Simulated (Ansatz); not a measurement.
Run report: ZrSe$_{2}$, single-point calculation

The run: single-point calculation of ZrSe$_{2}$ (slab, 6 atoms in the cell). Method and program: DFT HSE06, scalar-relativistic, plane waves, PAW, no spin polarisation (Ansatz 0.2.0).

The structure derives from an entry of the Crystallography Open Database. Figures and captions count atoms from 1; the log counts them from 0 in places.

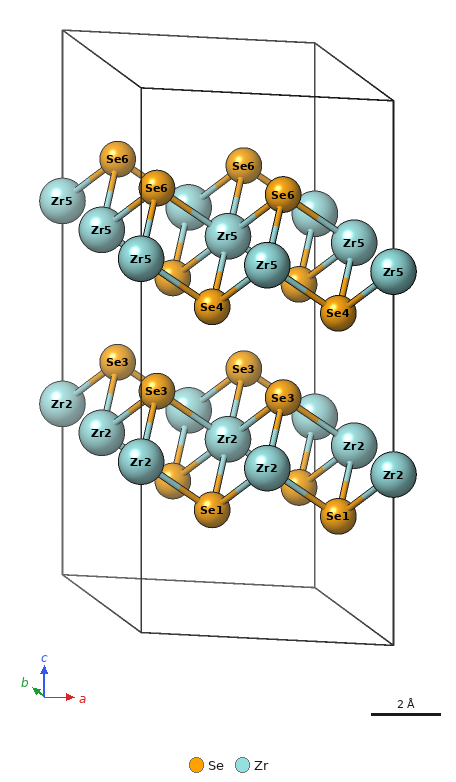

Figure 1. The structure as given in the input (ball-and-stick view of the 2 × 2 repeat of the cell, with the vacuum cut short, seen slightly off an axis; atoms are numbered from 1 in the order of the input). Near neighbours in the crystal (not all of them lie inside the picture): Se has 3 Zr at 2.69 Å; Zr has 6 Se at 2.69 Å.

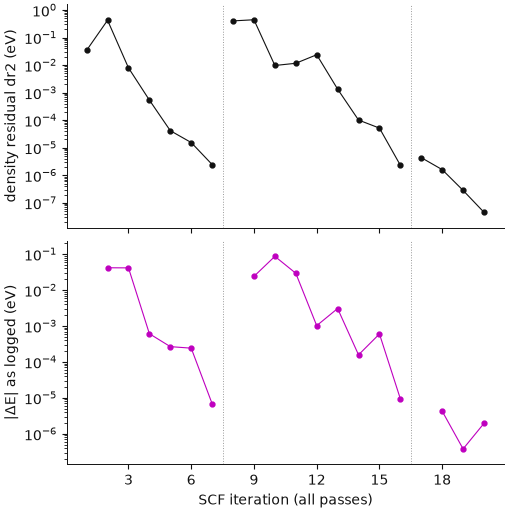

Figure 2. Convergence of the self-consistent field: density residual dr2 and size of the energy change against the SCF iteration. The run starts with a semilocal functional; after that each stretch between dotted lines is one SCF of the hybrid functional between two exact rebuilds of the exchange operator by the outer loop. Early passes are stopped at a loose threshold. The passes take 7, 9 and 4 iterations.

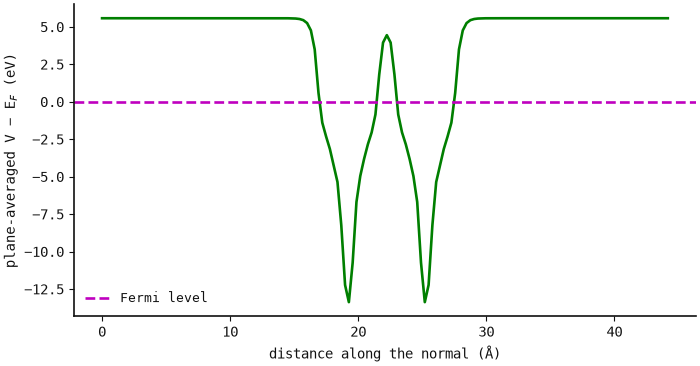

Figure 3. Plane average of the electrostatic potential energy of an electron across the cell, from the Fermi level. The vacuum level lies 5.57 eV above the Fermi level.

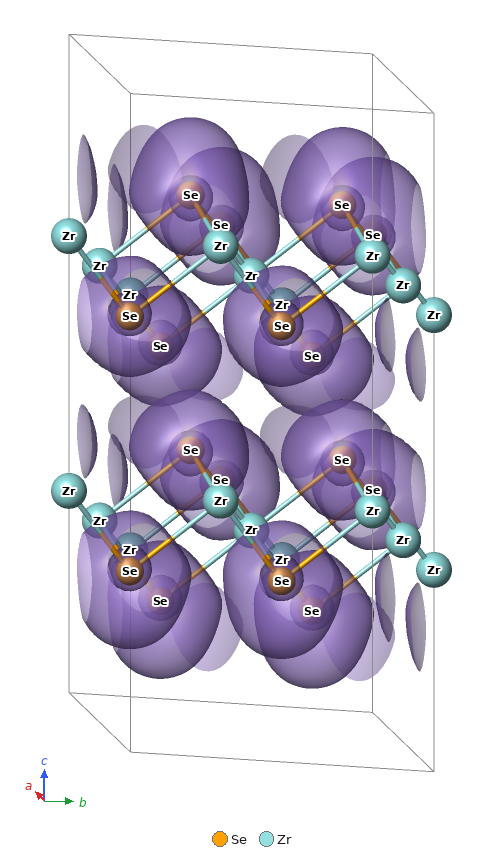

Figure 4. Isosurface of the electron localisation function at 0.6 (purple), seen at an oblique angle. Core shells and regions of very low density are left out. Sticks mark near contacts. Counts are for one cell; the picture repeats the cell along the surface. Profiles from the grid: Zr–Se (2.69 Å): the ELF is about 0.45 at the midpoint. In a PAW calculation such maps are meaningful between the atoms, not at the nuclei.

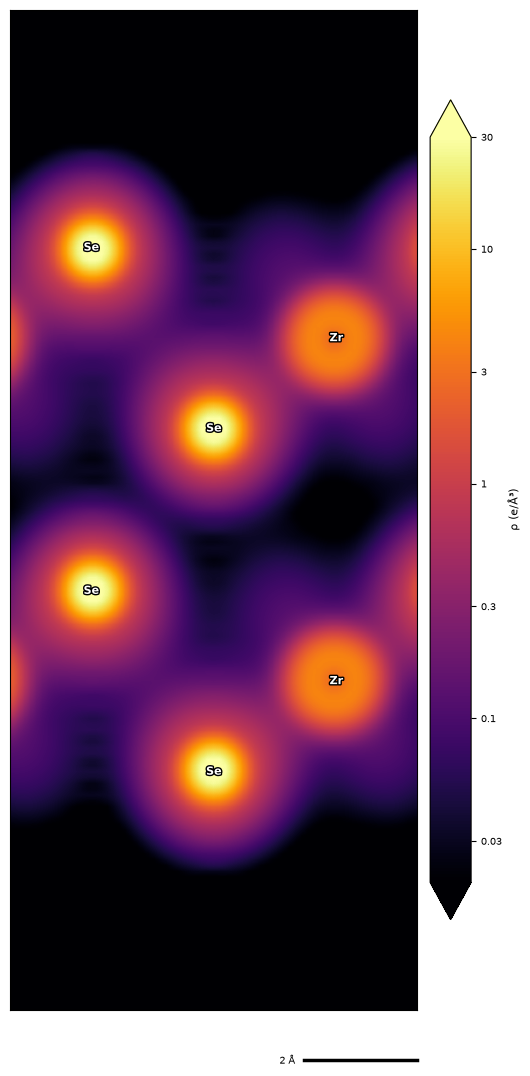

Figure 5. Valence electron density on the (110) plane of the calculation cell, a cut from vacuum to vacuum. The plane passes through Se and Zr nuclei. Zr–Se (2.69 Å): the density is about 0.4 e/Å³ at the midpoint. The density dies away to nearly zero in the vacuum.

The input that produced these results follows, with the program's output.

The input
```yaml
crystal:
  lattice:
    - [3.7457519663, 0.0, 0.0]
    - [-1.8728759831, 3.2439163591, 0.0]
    - [0.0, 0.0, 44.4653039474]
  atoms:
    - { symbol: Se, position: [0.6666666667, 0.3333333333, 0.3959666885] }
    - { symbol: Zr, position: [0.0, 0.0, 0.4319085176] }
    - { symbol: Se, position: [0.3333333333, 0.6666666667, 0.4677628821] }
    - { symbol: Se, position: [0.6666666667, 0.3333333333, 0.5322371179] }
    - { symbol: Zr, position: [0.0, 0.0, 0.5680914824] }
    - { symbol: Se, position: [0.3333333333, 0.6666666667, 0.6040333115] }
  periodic: [true, true, false]
basis:
  ecutwfc: 420
kpoints:
  mp_grid: { grid: [6, 6, 1] }
  band_path:
    path:
      - [0.0, 0.0, 0.0]
      - [0.5, 0.0, 0.0]
      - [0.3333333333, 0.3333333333, 0.0]
      - [0.0, 0.5, 0.0]
    npoints: 1
hamiltonian:
  xc: hse06
scf:
  occupations: { method: gaussian, width: 0.01 }
  n_extra_bands: 6
output:
  eigenvalues: true
  write_density: true
  write_potential: true
  elf: true
  volumetric_format: npy
```

Launch command:
```bash
ansatz run input.yaml --threads 4 --pin off --max-ram 10240MiB --backend cpu --events-out ev --progress --plain --runs-dir out
```

Log
```
scf.n_extra_bands = 6 over 44 filled bands (N_el = 88.0): the run solves 50 bands
Engine: ansatz 0.2.0, x86_64-unknown-linux-gnu
Pseudopotentials: kind: paw
Pseudopotential: Se, paw, valence charge 16, recommended cutoff 420 eV (normal), Se.paw.azcp
Pseudopotential: Zr, paw, valence charge 12, recommended cutoff 420 eV (normal), Zr.paw.azcp
Functional definition: HSE06
  parameter a = 0.25
  parameter omega = 0.11/bohr
  exchange = pbe_x - a*pbe_x_sr(omega) + a*exact_x_sr(omega)
  correlation = pbe_c
Crystal: 6 atoms, lattice volume = 540.294 Å³
Basis set: ecut = 420 eV, 10637 PW (Γ)
Bands: 50, of which v1, the nominal top of the filled ones, is band 44 counted from 1 (43 counted from 0)
Symmetry: 12 space group operations
Space group: P-3m1 (ITA 164), of the structure as read, at distance tolerance 8.1e-5 Å
k-points: 7 of 36
Non-local potential: Se, projectors of the file, l = 0: 2, l = 1: 2, l = 2: 3, l = 3: 1
Non-local potential: Zr, projectors of the file, l = 0: 3, l = 1: 2, l = 2: 2, l = 3: 2
PAW form: soft (Blöchl's): semilocal exchange-correlation on the pseudo side does not see the compensation charge
PAW frozen core: Se, regenerated for the run's functional, and the local potential with it (the file was generated under x = pbe(κ = 0.804, μ = 0.2195149727645171), c = pbe(β = 0.06672455060314922))
PAW frozen core: Zr, regenerated for the run's functional, and the local potential with it (the file was generated under x = pbe(κ = 0.804, μ = 0.2195149727645171), c = pbe(β = 0.06672455060314922))
PAW one-centre angular grid: Se, 590 points (default); XC on 64 Gauss nodes
PAW one-centre angular grid: Zr, 590 points (default); XC on 64 Gauss nodes
Initial density: superposition of atomic densities (neutral atoms: chi_scale 0, normalization atom), corrected by the library's trained network
Initial wavefunctions: pseudopotential atomic-orbital guess
Functional: x = pbe(κ = 0.804, μ = 0.2195149727645171), c = pbe(β = 0.06672455060314922), warm-up for x = pbe(κ = 0.804, μ = 0.2195149727645171) + 0.25 (exact − pbe) at short range (hse, ω = 0.20786987370883472 Å⁻¹), c = pbe(β = 0.06672455060314922); HSE06 as pw.x's `hse` composes it (authors' and Libxc's form: `xc: wpbeh`)
SCF iter   1: F=—  HF=-30252.016809 eV  |F-HF|=—  |Δ(HF+E_count)|=         —  Δρ=9.96e-4  dr2=3.44e-2  ethr=1.77e-3  ⟨swp⟩=5.9  Hψ=1397  notcnv=0
preconditioner: auto → none  [insulator: Δε(μ)=0.276 eV  Ē_g=6.953 eV  σ=0.010 eV  W_gap=1.00  n_scr=70 (ndim 8)  ℏωp=9.0 eV  f_vac=0.715  D(μ)=0.00/eV (n_scr^D=0)]
SCF iter   2: F=—  HF=-30252.058553 eV  |F-HF|=—  |Δ(HF+E_count)|=   4.17e-2  Δρ=2.49e-3  dr2=4.23e-1  ethr=3.90e-5  ⟨swp⟩=6.7  Hψ=1161  notcnv=0
SCF iter   3: F=—  HF=-30252.017185 eV  |F-HF|=—  |Δ(HF+E_count)|=   4.14e-2  Δρ=4.78e-4  dr2=7.91e-3  ethr=3.90e-5  ⟨swp⟩=5.6  Hψ=994  notcnv=0
iter 4 solved again at ethr=5.99e-7 eV; its pass at ethr=8.99e-6 eV (dr2=5.27e-4 eV) is discarded
SCF iter   4: F=—  HF=-30252.016577 eV  |F-HF|=—  |Δ(HF+E_count)|=   6.08e-4  Δρ=2.36e-4  dr2=5.35e-4  ethr=5.99e-7  ⟨swp⟩=3.6  Hψ=1620  notcnv=0
SCF iter   5: F=—  HF=-30252.016843 eV  |F-HF|=—  |Δ(HF+E_count)|=   2.66e-4  Δρ=1.10e-4  dr2=4.15e-5  ethr=5.99e-7  ⟨swp⟩=3.6  Hψ=761  notcnv=0
SCF iter   6: F=—  HF=-30252.017084 eV  |F-HF|=—  |Δ(HF+E_count)|=   2.41e-4  Δρ=4.12e-5  dr2=1.54e-5  ethr=4.72e-8  ⟨swp⟩=5.0  Hψ=1016  notcnv=0
SCF iter   7: F=-30252.017090 eV  HF=-30252.017091 eV  |F-HF|=9.52e-7  |Δ(HF+E_count)|=   6.84e-6  Δρ=1.51e-5  dr2=2.45e-6  ethr=1.75e-8  ⟨swp⟩=3.7  Hψ=719  notcnv=0
SCF 1 stopped early in 7 iterations: F = -30252.017090 eV  dr2 = 2.45e-6
  greatest PAW one-centre occupation: 1.000 electrons in one spin orbital (limit 2), on the Se atom at site 3 (counted from 0), in its partial waves of l = 2
Initial density: handed on by an earlier stage of this run
Initial wavefunctions: those handed on with the density
Functional: x = pbe(κ = 0.804, μ = 0.2195149727645171) + 0.25 (exact − pbe) at short range (hse, ω = 0.20786987370883472 Å⁻¹), c = pbe(β = 0.06672455060314922); HSE06 as pw.x's `hse` composes it (authors' and Libxc's form: `xc: wpbeh`)
Exchange kernel: α = 0.2500, screened, ω = 0.2079 Å⁻¹, Wigner–Seitz truncation, v(0) = 1046.5518 eV·Å³, q-mesh 6×6×1, nearest image of the exchange supercell L = 22.47 Å, pair-density grid 18×18×192, without the augmentation charges, whose exchange is taken in its separable form by FFT convolution over the k-point mesh (sized by the pseudopotential files, 24×24×300 at the most), smooth part of the exact exchange by density-matrix convolution
Frozen-core exchange: fock
SCF iter   1: F=—  HF=-30263.326690 eV  |F-HF|=—  |Δ(HF+E_count)|=         —  Δρ=4.63e-3  dr2=4.01e-1  ethr=2.78e-8  ⟨swp⟩=14.6  Hψ=2188  notcnv=0
preconditioner: auto → none  [insulator: Δε(μ)=1.099 eV  Ē_g=8.512 eV  σ=0.010 eV  W_gap=1.00  n_scr=70 (ndim 8)  ℏωp=9.0 eV  f_vac=0.715  D(μ)=0.00/eV (n_scr^D=0)]
SCF iter   2: F=—  HF=-30263.302640 eV  |F-HF|=—  |Δ(HF+E_count)|=   2.40e-2  Δρ=4.49e-3  dr2=4.41e-1  ethr=2.78e-8  ⟨swp⟩=7.7  Hψ=1901  notcnv=0  defer=2
SCF iter   3: F=—  HF=-30263.215966 eV  |F-HF|=—  |Δ(HF+E_count)|=   8.67e-2  Δρ=1.07e-3  dr2=9.64e-3  ethr=2.78e-8  ⟨swp⟩=7.4  Hψ=1827  notcnv=0
SCF iter   4: F=—  HF=-30263.245223 eV  |F-HF|=—  |Δ(HF+E_count)|=   2.93e-2  Δρ=8.54e-4  dr2=1.16e-2  ethr=2.78e-8  ⟨swp⟩=6.1  Hψ=1612  notcnv=0
SCF iter   5: F=—  HF=-30263.246244 eV  |F-HF|=—  |Δ(HF+E_count)|=   1.02e-3  Δρ=6.18e-4  dr2=2.37e-2  ethr=2.78e-8  ⟨swp⟩=6.1  Hψ=1537  notcnv=0
SCF iter   6: F=—  HF=-30263.243183 eV  |F-HF|=—  |Δ(HF+E_count)|=   3.06e-3  Δρ=2.80e-4  dr2=1.34e-3  ethr=2.78e-8  ⟨swp⟩=5.4  Hψ=1415  notcnv=0
SCF iter   7: F=—  HF=-30263.243026 eV  |F-HF|=—  |Δ(HF+E_count)|=   1.57e-4  Δρ=5.27e-5  dr2=1.01e-4  ethr=2.78e-8  ⟨swp⟩=5.3  Hψ=1002  notcnv=0
SCF iter   8: F=—  HF=-30263.243626 eV  |F-HF|=—  |Δ(HF+E_count)|=   6.00e-4  Δρ=6.76e-5  dr2=5.15e-5  ethr=2.78e-8  ⟨swp⟩=5.0  Hψ=1088  notcnv=0
SCF iter   9: F=-30263.243616 eV  HF=-30263.243617 eV  |F-HF|=5.41e-7  |Δ(HF+E_count)|=   9.37e-6  Δρ=9.60e-6  dr2=2.31e-6  ethr=2.78e-8  ⟨swp⟩=3.3  Hψ=749  notcnv=0
SCF 2 stopped early in 9 iterations: F = -30263.243616 eV  dr2 = 2.31e-6
hybrid outer 1: dexx = +3.461e-2 eV, tail = 2.39e-4 eV
Exchange kernel: α = 0.2500, screened, ω = 0.2079 Å⁻¹, Wigner–Seitz truncation, v(0) = 1046.5518 eV·Å³, q-mesh 6×6×1, nearest image of the exchange supercell L = 22.47 Å, pair-density grid 18×18×192, without the augmentation charges, whose exchange is taken in its separable form by FFT convolution over the k-point mesh (sized by the pseudopotential files, 24×24×300 at the most), smooth part of the exact exchange by density-matrix convolution
Frozen-core exchange: fock
SCF iter   1: F=—  HF=-30263.244118 eV  |F-HF|=—  |Δ(HF+E_count)|=         —  Δρ=2.69e-5  dr2=4.36e-6  ethr=1.36e-6  ⟨swp⟩=5.1  Hψ=771  notcnv=0
preconditioner: auto → none  [insulator: Δε(μ)=0.899 eV  Ē_g=8.270 eV  σ=0.010 eV  W_gap=1.00  n_scr=70 (ndim 8)  ℏωp=9.0 eV  f_vac=0.715  D(μ)=0.00/eV (n_scr^D=0)]
SCF iter   2: F=—  HF=-30263.244123 eV  |F-HF|=—  |Δ(HF+E_count)|=   4.25e-6  Δρ=1.56e-5  dr2=1.60e-6  ethr=4.68e-9  ⟨swp⟩=4.4  Hψ=1179  notcnv=0
iter 3 solved again at ethr=1.41e-11 eV; its pass at ethr=1.55e-9 eV (dr2=1.24e-8 eV) is discarded
SCF iter   3: F=—  HF=-30263.244122 eV  |F-HF|=—  |Δ(HF+E_count)|=   3.78e-7  Δρ=2.87e-6  dr2=2.82e-7  ethr=1.41e-11  ⟨swp⟩=4.9  Hψ=1891  notcnv=0
SCF iter   4: F=-30263.244124 eV  HF=-30263.244124 eV  |F-HF|=2.41e-8  |Δ(HF+E_count)|=   1.95e-6  Δρ=3.05e-6  dr2=4.51e-8  ethr=1.41e-11  ⟨swp⟩=5.6  Hψ=1480  notcnv=0  defer=3
SCF 3 converged in 4 iterations: F = -30263.244124 eV  dr2 = 4.51e-8
hybrid outer 2: dexx = +2.634e-6 eV, tail = 1.71e-7 eV, Δε = 3.97e-3 eV (about 2.03e-4 eV left of the loop's levels)
NSCF: frozen V_eff on 4 k-points
WARN: The output density's exchange-correlation potential varies sharply where the density is thin. Do not read a vacuum level from v_tot or v_xc, or from such a field of the output density. On a cell that repeats whose density bears no net charge and no dipole along the vacuum's axis use v_es (v_loc + v_h of the components); under efield.dipole_correction with no amplitude use v_es + v_field, which holds any external_charges[].barrier, or the levels of the report's work_function block, which leave it out; under a non-zero efield.amplitude the vacuum is tilted and has no level; on a cell that repeats and bears such a dipole with no correction it is tilted too, and efield.dipole_correction with no amplitude gives each side of its ramp a level where efield: is served; in a cell that repeats whose density bears a net charge (total_charge, or a fill off its count) it is curved and has none; of a slab under crystal.periodic whose density bears no net charge use v_es, which has a level on each side, short of where the two are joined; of another it falls or rises all the way out and has none; of a slab beside external_charges read slab_vacuum_level instead, which it has where they leave it neutral. The grid or the basis barely resolves most such structure, and the values can differ between equally converged runs; as a rule a tighter scf.convergence.dr2_threshold does not remove it. Where the density itself ripples (under the LDA too) a higher basis.ecutwfc lessens it. The files hold the spikes' plane waves up to the density's cutoff. Files: v_tot_of_output_density and the like, and their columns of v_z.tsv (output.write_potential); v_xc_of_output_density and the like, and their columns of v_comp_z.tsv (output.write_potential_components). Measured: with its Gaussian average of σ = 0.25 Å subtracted twice, the exchange-correlation potential is over 0.1 eV at 1136 of the grid points where the equally averaged density (valence and model cores) is under 1e-3 e/Å³, and 0.503 eV at the most among them, at an averaged density of 1.2e-4 e/Å³. The input density's (outcome.potential() and, of a run that writes arrays, v_tot and v_xc) is over 0.1 eV, so measured, at 1136 points of its own thin density, 0.503 eV at the most. See output.write_potential in the manual, Limitations
hybrid SCF converged: 2 outer / 13 inner (+7 warm-up), last move |dexx| = 2.63e-6 eV, tail = 1.71e-7 eV
Stability not checked: this state was not tested for a lower state beside it, because the functional holds exact exchange (a hybrid, or Hartree-Fock), whose exchange loop this test does not read (fock_operator; see scf.lower_state_search)
Free energy (F): -30263.244125 eV
Frozen-core exchange: fock
Harris-Foulkes:  -30263.244125 eV  (|F-HF|=2.41e-8)
Internal energy: -30263.244125 eV  (E = F + TS)
E sigma→0 (E₀):  -30263.244125 eV
Fermi energy:    -5.572287 eV
--- Per-component energies (eV) ---
  E_band       = -3299.327988
  E_kinetic    = 1136.672879
  E_local      = -429518.486169  (includes V_loc(G=0)·N_el)
  E_nonlocal   = -2233.659362
  E_hartree    = 213804.005514
  E_xc         = -596.350062
  E_vxc        = -621.128101  (∫ρ·V_xc dr)
  E_exx        = -336.140873  (= α·E_x^exact, valence–valence)
  E_paw        = -13362.981661  (= ΣΔE_a)
  E_vpaw       = 1001.544487  (= ΣTr[D̂ρ^β])
  E_aug_tail   = -0.002332  (compensation charges beyond the density's cutoff)
  E_ewald      = 200848.770058
  E_core_change = -5.072118  (= ΣΔE_core)
  E_smearing   = -0.000000  (= −TS)
  E_closure    = -0.000000  (closes the sum)
  Σ components = -30263.244125   (vs F -30263.244125, Δ=-1.09e-11)
--- Band table (eV; the first three rows and the last of 7) ---
  k-point 0: bands = ["-59.0269", "-59.0269", "-56.7184", "-56.7184", "-56.7177", "-56.7177", "-56.7153", "-56.7152", "-56.7055", "-56.7055", "-56.7053", "-56.7053", "-56.6362", "-56.6362", "-56.6362", "-56.6362", "-56.6310", "-56.6310", "-56.6278", "-56.6278", "-56.6278", "-56.6278", "-35.6896", "-35.6894", "-35.5445", "-35.5445", "-35.5445", "-35.5445", "-20.5929", "-20.3365", "-19.5495", "-19.2561", "-11.1805", "-10.3660", "-8.9102", "-8.9102", "-8.8663", "-8.8663", "-7.9671", "-6.6671", "-6.1581", "-6.1581", "-6.0215", "-6.0215", "-4.2284", "-4.2284", "-4.2073", "-4.2073", "-3.7187", "-3.4096"]
  k-point 1: bands = ["-59.0234", "-59.0234", "-56.7184", "-56.7180", "-56.7177", "-56.7175", "-56.7151", "-56.7151", "-56.7054", "-56.7053", "-56.7053", "-56.7051", "-56.6362", "-56.6362", "-56.6359", "-56.6359", "-56.6309", "-56.6309", "-56.6278", "-56.6278", "-56.6276", "-56.6276", "-35.6753", "-35.6752", "-35.6071", "-35.6071", "-35.5581", "-35.5581", "-20.3156", "-20.0645", "-19.5039", "-19.2583", "-10.8190", "-10.1027", "-9.6838", "-9.3285", "-8.8160", "-8.7381", "-7.9564", "-7.8113", "-7.2152", "-6.8749", "-6.7047", "-6.5573", "-4.3213", "-4.3093", "-3.4165", "-3.4023", "-3.2289", "-2.8386"]
  k-point 2: bands = ["-59.0165", "-59.0164", "-56.7184", "-56.7177", "-56.7173", "-56.7169", "-56.7149", "-56.7148", "-56.7053", "-56.7052", "-56.7048", "-56.7047", "-56.6362", "-56.6362", "-56.6351", "-56.6351", "-56.6307", "-56.6307", "-56.6277", "-56.6277", "-56.6272", "-56.6272", "-35.7308", "-35.7307", "-35.6457", "-35.6457", "-35.5851", "-35.5850", "-19.7486", "-19.5415", "-19.3349", "-19.2007", "-10.6595", "-10.4008", "-10.1455", "-9.7097", "-9.4113", "-8.8359", "-8.7765", "-8.6990", "-7.7990", "-7.3924", "-7.1847", "-7.1583", "-4.8882", "-4.7938", "-2.7237", "-2.6579", "-2.5563", "-2.2772"]
  k-point 6: bands = ["-59.0112", "-59.0112", "-56.7182", "-56.7182", "-56.7169", "-56.7161", "-56.7147", "-56.7147", "-56.7049", "-56.7049", "-56.7048", "-56.7047", "-56.6362", "-56.6362", "-56.6345", "-56.6345", "-56.6305", "-56.6305", "-56.6274", "-56.6274", "-56.6273", "-56.6273", "-35.7140", "-35.7140", "-35.7133", "-35.7133", "-35.6252", "-35.6251", "-19.2292", "-19.2292", "-19.1305", "-19.1305", "-10.2453", "-10.2453", "-10.2072", "-9.9859", "-9.9859", "-9.8818", "-8.6574", "-8.6207", "-8.6207", "-8.4249", "-8.4249", "-8.2286", "-3.3122", "-3.2699", "-2.9245", "-2.9245", "-2.6270", "-2.6270"]
  the weakly bound empty levels are not read free of the cell's end (exact_exchange)
```

Key numbers

| quantity | value |
| --- | --- |
| outcome | converged |
| electrons treated | 88 |
| free energy | −30263.2441 eV |
| work function, top face | 5.57 eV |
| work function, bottom face | 5.57 eV |
| Fermi energy | −5.572 eV |
| gap on the k-point mesh | 0.90 eV |
| gap on the band path | 0.90 eV |
| work function (upper face) | 5.57 eV |
| hardware | 4 threads of Intel Xeon @ 2.70GHz, 189 GiB of memory available, shared host |
| wall time | 7 min (CPU time 25 min) |
| peak memory | 9 GiB |

Notes

The program warns: the exchange-correlation potential is rough where the density is thin.
